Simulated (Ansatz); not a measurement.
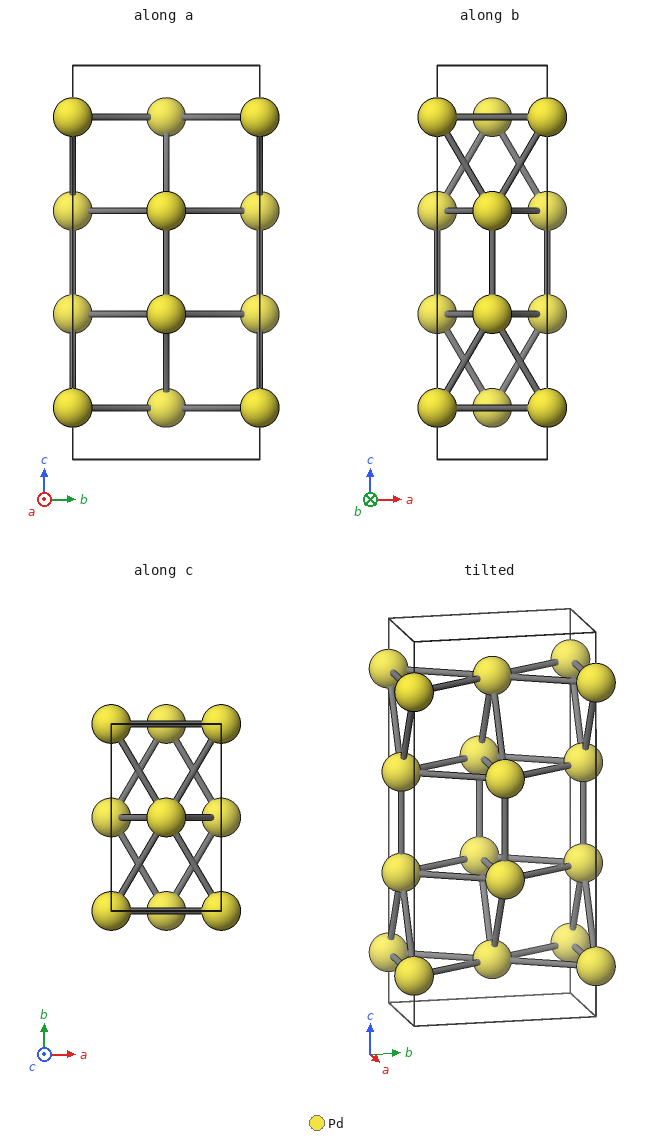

Shown here is a ball-and-stick view of the crystal, taken along the a axis, along the b axis, along the c axis and slightly off an axis. The outline marks the conventional unit cell.

Lattice parameters: a = 2.738 Å, b = 4.655 Å, c = 9.810 Å, α = 90.00°, β = 90.00°, γ = 90.00°. Put a along x and b in the xy plane.

**Convert the drawing into a POSCAR file, with free fractional coordinates to two decimals.**

```
Pd
1.0
     2.738    0.000    0.000
     0.000    4.655    0.000
     0.000    0.000    9.810
Pd
8
Direct
  0.50 0.00 0.37
  0.00 0.00 0.13
  0.50 0.50 0.87
  0.00 0.50 0.63
  0.00 0.00 0.87
  0.50 0.00 0.63
  0.00 0.50 0.37
  0.50 0.50 0.13
```

The structure was taken from a structure type filled with this element by a generator (whether the element takes this form wasn't checked). What is shown is the relaxed result from DFT r2SCAN, scalar-relativistic, plane waves, PAW in Ansatz.
